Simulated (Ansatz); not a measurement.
Input file:

```
crystal:
  lattice:
    - [0.0, 3.0137355251, 3.0137355251]
    - [3.0137355251, 0.0, 3.0137355251]
    - [3.0137355251, 3.0137355251, 0.0]
  atoms:
    - { symbol: Al, position: [0.125, 0.125, 0.125] }
    - { symbol: Al, position: [0.875, 0.875, 0.875] }
hamiltonian:
  xc: r2scan
  pseudopotentials:
    kind: paw_fr
    azcp:
      Al: "pseudopotentials/Al.paw.azcp"
basis:
  ecutwfc: 500
  fft_grid_basis: typed
kpoints:
  mp_grid: { grid: [9, 9, 9], shift: [0, 0, 0] }
magnetization:
  noncollinear: true
  spin_orbit: true
scf:
  occupations: { method: fermi_dirac, width: 0.1 }
output:
  write_density: true
  write_potential: true
  elf: true
  volumetric_format: npy
```

Launched as:

```sh
ansatz run input.yaml --threads 1 --pin off --max-ram 3584MiB --backend cpu --events-out ev --progress --plain --runs-dir out
```

Below, planes, directions and counts refer to the conventional cell (a = 6.03 Å, b = 6.03 Å, c = 6.03 Å, α = 90.00°, β = 90.00°, γ = 90.00°).

Space group Fd-3m; set up as Al, diamond; a generated structure, not necessarily the stable one.

Level of theory: Ansatz, DFT, r2SCAN, plane waves (500 eV) with PAW, fully relativistic with spin-orbit coupling.

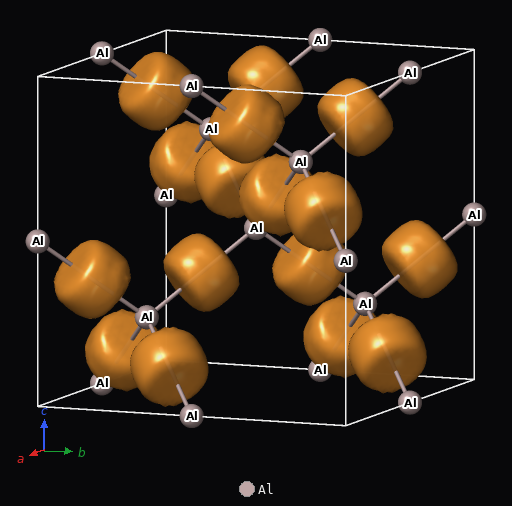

Al. Isosurface of the ELF at 0.8 (orange), seen slightly off an axis. Only the valence region is drawn (cores and ρ < 0.01 e/Å³ removed). Sticks mark near contacts.

Q: Where are the electrons localised?

A: The surface consists of 16 regions between bonded Al–Al atoms, counted in one cell of 8 atoms. Any copies at cell faces, edges or corners count once. Along the contacts the grid gives the following. Al–Al (2.61 Å): the ELF peaks at about 0.90 between the atoms.
